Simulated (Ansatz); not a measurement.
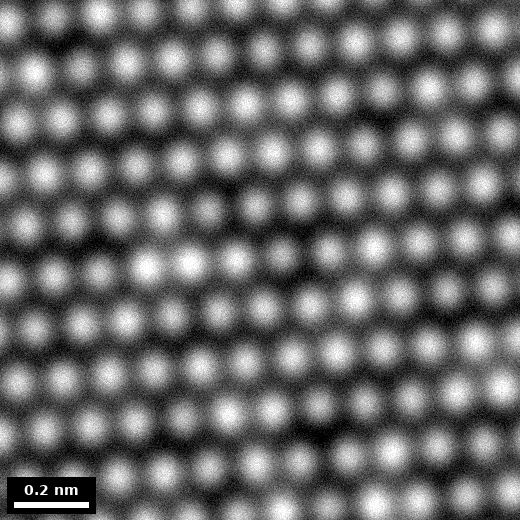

HRTEM-like image of Ni (Im-3m, No. 229) along [210]. Simulated in the weak-phase-object approximation with neutral-atom potentials: 200 kV, Cs = −13 µm, defocus +69 Å (negative is underfocus), defocus spread 8 Å, aperture 1.27 1/Å. Shot noise and the speckle of an amorphous layer were added. Structure used: a calculation's starting geometry; the starting structure was generated, so it need not be a known form of this composition.

What point resolution do these settings give, and which lattice spacings pass?

About 0.8 Å (0.66 |Cs|^(1/4) λ^(3/4) with λ = 0.0251 Å). The spacings that carry visible contrast are {200} at 1.38 Å, {211} at 1.13 Å.

Do the atom columns appear dark or bright, and why?

Bright. With negative Cs and overfocus sin χ is positive over the pass band, so the strongest columns (Ni) come out brighter than the background.
